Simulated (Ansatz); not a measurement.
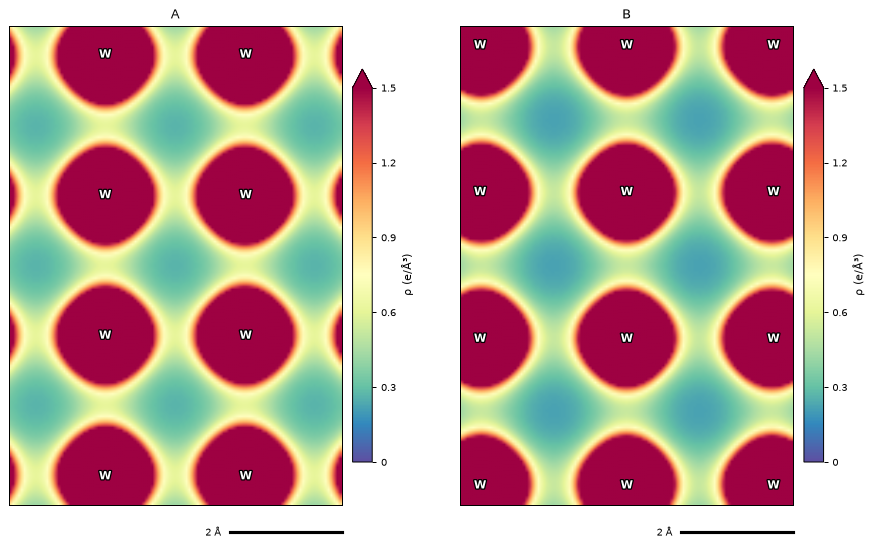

W. The valence electron density of two cells that differ in size, on the (100) plane of each (indices in the axes of the calculation cell), at one length scale and on one colour scale: B has 18.0 Å³ an atom and A 15.9.

Method: DFT, r2SCAN, plane waves (500 eV) with PAW, scalar-relativistic in Ansatz.

In a PAW calculation such maps are meaningful between the atoms, not at the nuclei.

What does the compression do to the bonding and the properties?

From the larger cell to the smaller, W–W goes from 2.62 to 2.51 Å, and the density at its midpoint from 0.53 to 0.61 e/Å³; the pressure goes from −0.7 to 36 GPa.
